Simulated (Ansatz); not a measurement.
# Calculations on Na₁₆H

## 1. Relaxation

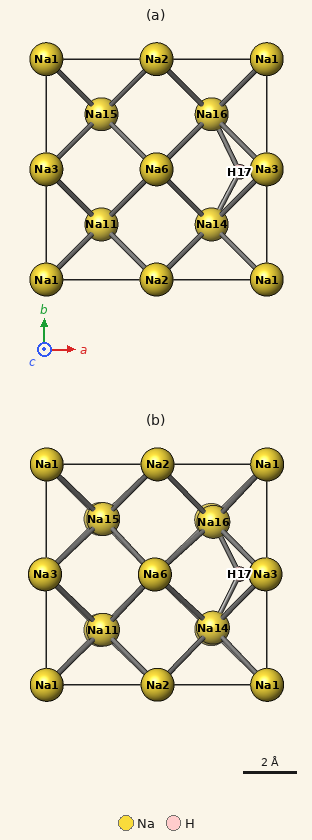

The structure of a defect cell of composition Na₁₆H before (top) and after (bottom) a relaxation, at one scale.

Style: ball-and-stick. Shown: the cell of the calculation, along the c axis.

It is an interstitial H in bcc Na. The run prepares the start of a later molecular dynamics calculation, from a guessed geometry. The atoms of the start lie slightly off their symmetric places, so part of the fall in energy undoes that.

Level of theory: Ansatz, DFT PBE, scalar-relativistic, plane waves, PAW.

Input file:
```yaml
crystal:
  lattice:
    - [8.46, 0.0, 0.0]
    - [0.0, 8.46, 0.0]
    - [0.0, 0.0, 8.46]
  atoms:
    - { symbol: Na, position: [0.0, 0.0, 0.0] }
    - { symbol: Na, position: [0.5, 0.0, 0.0] }
    - { symbol: Na, position: [0.0, 0.5, 0.0] }
    - { symbol: Na, position: [0.0, 0.0, 0.5] }
    - { symbol: Na, position: [0.25, 0.25, 0.25] }
    - { symbol: Na, position: [0.5, 0.5, 0.0] }
    - { symbol: Na, position: [0.5, 0.0, 0.5] }
    - { symbol: Na, position: [0.75, 0.25, 0.25] }
    - { symbol: Na, position: [0.0, 0.5, 0.5] }
    - { symbol: Na, position: [0.25, 0.75, 0.25] }
    - { symbol: Na, position: [0.25, 0.25, 0.75] }
    - { symbol: Na, position: [0.5, 0.5, 0.5] }
    - { symbol: Na, position: [0.75, 0.75, 0.25] }
    - { symbol: Na, position: [0.75, 0.25, 0.75] }
    - { symbol: Na, position: [0.25, 0.75, 0.75] }
    - { symbol: Na, position: [0.75, 0.75, 0.75] }
    - { symbol: H, position: [0.876122, 0.4890975, 0.7569237] }
basis:
  ecutwfc: 420.0
kpoints:
  mp_grid: { grid: [2, 2, 2] }
hamiltonian:
  xc: pbe
scf:
  occupations: { method: fermi_dirac, width: 0.05 }
  lower_state_search: "off"
relax:
  f_tol: 0.08
  max_steps: 25
  adjacent_minimum: "off"
```

Run as
```bash
ansatz run input.yaml --threads 2 --pin off --max-ram 5120MiB --backend cpu --events-out ev --progress --plain --runs-dir out
```

What changed between the two?

Answer. H17 moves most: 0.12 Å along [0 3 −2]. Largest moves by element: H 0.12 Å, Na 0.12 Å. The cell doesn't change. Among the contacts that change: Na16–H17 2.452 → 2.241 Å, Na9–Na16 3.663 → 3.481 Å, Na9–H17 2.415 → 2.246 Å, Na3–Na16 3.663 → 3.500 Å. Among the angles between lasting bonds that change: Na3–H17–Na14 105.6° → 100.8°, Na9–H17–Na16 97.6° → 101.8°. After 2 geometry steps the energy has fallen by 29.9 meV per cell of the calculation. The largest force component goes from 0.12 to 0.045 eV/Å. The run took 19 s on 2 threads of AMD EPYC 7B13 (Zen 3), with other jobs on the host, peak memory 1 GiB.

Limits of the set-up: the k-point mesh is coarse for a cell with partly filled bands; the periodic images lie only 8.5 Å apart, so the values are limited by the cell's size.

## 2. Dynamics

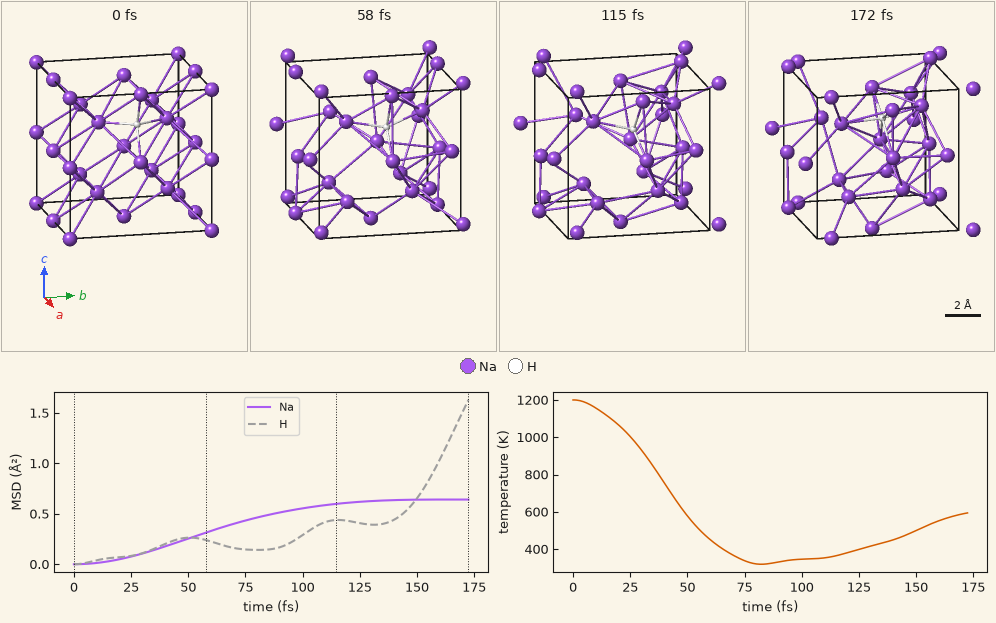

A Born-Oppenheimer molecular dynamics run of Na with an interstitial H (17 atoms in the cell), 172 fs long. Frames and the history of the run. Style: ball-and-stick. Shown: the simulation cell, slightly off an axis. Bonds to atoms that aren't drawn are left out.

All numbers below come from Ansatz, DFT PBE, scalar-relativistic, plane waves, PAW. Settings: plane-wave cutoff 420 eV; k-point mesh 2 × 2 × 2; Fermi-Dirac smearing 0.05 eV; constant energy (NVE); velocities drawn for 1200 K; time step 0.75 fs.

> What do the frames and curves show?

Over the second half the temperature averages 432 K (spread ±86 K). The first frame carries almost no forces, so kinetic energy first flows into potential energy: the temperature drops from 1200 to 319 K within 82 fs, and without a thermostat its mean stays below the start. The potential energy is still drifting at the end, so the run hasn't reached equilibrium. The potential energy in the second half lies on average 93.4 meV per atom above the first frame. In the second half of the run the atoms are, in the root-mean-square, this far from where they began (common drift taken out): Na 0.78 Å, H 0.76 Å. Against the typical shortest distance between atoms in the first frame, about 3.6 Å these are large excursions, but over 172 fs one can't yet tell strong vibration from the start of diffusion. The total energy stays between 0 and 0.0082 meV per atom of its start. A straight-line fit has a slope that amounts to +0.0022 meV per atom over 172 fs (under 0.1 % of the mean kinetic energy), its mean offset in the second half is under 0.1 %, and the ripple about the line is under 0.1 % of the kinetic energy's fluctuation. With a drift under 2 % and a ripple under 7 %, the integration is accurate.

Limits of the set-up: the k-point mesh is coarse for a cell with partly filled bands; the periodic images lie only 8.5 Å apart, so the values are limited by the cell's size.

## 3. Dynamics

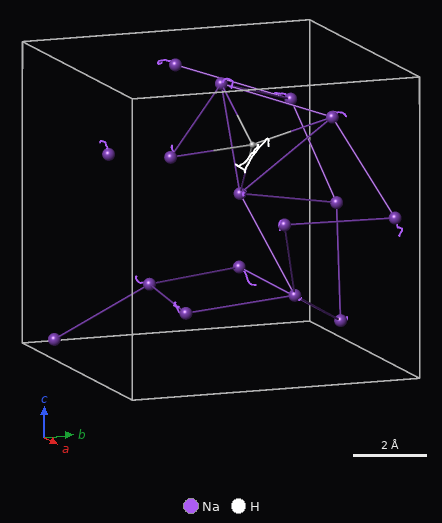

First-principles dynamics of Na with an interstitial H (17 atoms in the cell), 100 fs long. It starts from the last geometry of an earlier run, with fresh velocities. Lines trace each atom's path, in the colour of its element; spheres stand at the starting positions. Seen slightly off an axis in the simulation cell.

All numbers below come from Ansatz 0.2.0, DFT PBE, scalar-relativistic, plane waves, PAW. Set-up: plane-wave cutoff 150 eV; k-point mesh 2 × 2 × 2; Fermi-Dirac smearing 0.05 eV; Langevin thermostat (NVT); set temperature 840 K; time step 0.5 fs; friction 0.05 per fs.

> How do the atoms move?

In the second half of the run the atoms are, in the root-mean-square, this far from where they began (common drift taken out): H 0.61 Å, Na 0.41 Å. The run lasts only 100 fs, too short to tell vibration from diffusion. The plane-wave cutoff is below what these potentials need, so energies and forces are off.

Limits of the set-up: the k-point mesh is coarse for a cell with partly filled bands; the cutoff lies below the recommended one; the periodic images lie only 8.5 Å apart, so the values are limited by the cell's size.
